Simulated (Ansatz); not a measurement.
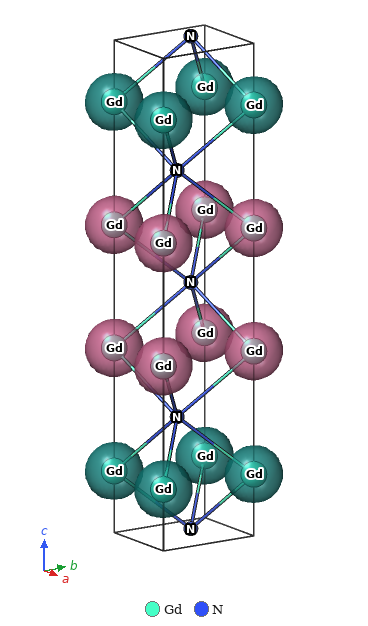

Figure 1: GdN. Isosurfaces of the magnetisation density (up minus down) at +1 (teal) and −1 e/Å³ (pink), seen slightly off an axis. Sticks mark near contacts.

Space group P6₃/mmc; started from the NiAs prototype, which need not be the ambient phase; the SCF solution may not be the lowest one; the program warned that another magnetic order may lie lower; spin-polarised.

Method: Ansatz, DFT PBE, scalar-relativistic, plane waves, PAW.

Core electrons are frozen (PAW), and the valence fields are smoothed inside the atomic spheres.

Describe the spin distribution.

Answer. The spin density sits on Gd: +6.8 μB (×2) and −6.8 μB (×2) in one cell of 8 atoms: antiferromagnetic in this solution, which needn't be the ground state, with some nearest magnetic neighbours parallel and some opposed. The cell of the calculation (8 atoms) carries 0.0 μB of net spin moment.
